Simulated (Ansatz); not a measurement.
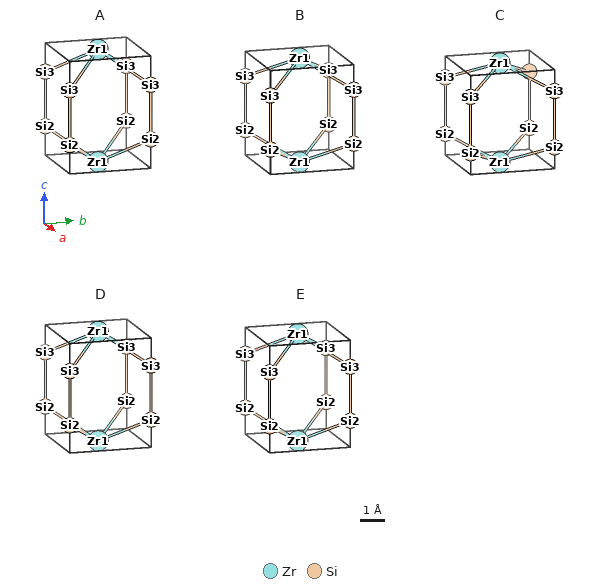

5 geometries from one relaxation of crystalline ZrSi2 (a generated structure, set up in P4/mmm) (coarse preliminary run), in shuffled order. The picture is a ball-and-stick view of the cell of the calculation, seen slightly off an axis.

The calculation used Ansatz, DFT PBE, scalar-relativistic, plane waves, PAW. Set-up: plane-wave cutoff 420 eV; k-point mesh 6 × 6 × 4; occupations gaussian; smearing width 0.1 eV; no spin polarisation; cell and atoms relaxed; force threshold 0.04 eV/Å; at most 70 steps.

**Put them in the order of the run, from the start to the converged end.**

C, B, E, D, A. They are steps 0, 1, 2, 3, 6, at +2.616 eV per cell of the calculation, +0.430 eV per cell of the calculation, +0.146 eV per cell of the calculation, +28.3 meV per cell of the calculation relative to the last. The energy falls by 2.616 eV per cell of the calculation in 5 accepted moves (6 points after the start). Largest force component: 13 eV/Å at the start, 0.0062 eV/Å at the end. The pressure goes from 20.50 to 0.03 GPa. At 1 point the geometry stayed and the basis and grid were re-selected for the new cell (energy shift of 3.3 meV per cell of the calculation at most each time). The largest moves relative to the cell, 0.20 Å, are those of Si2 and Si3. Si2 goes along +c. Zr stays in place. The volume changes by +5.6 %, with a = b 3.665 → 3.535 Å (−3.5 %), c 4.254 → 4.826 Å (+13.4 %). Among the contacts that change: Si2–Si3 1.833 → 2.480 Å, Si2–Si3 (another image) 2.421 → 2.346 Å, Zr1–Si2 2.749 → 2.790 Å. Bond angles that change, for instance: Zr1–Si2–Zr1 141.1° → 127.2°, Zr1–Si2–Si3 70.5° → 63.6°, Zr1–Si2–Si3 109.5° → 116.4°. The space group stays P4/mmm (No. 123).
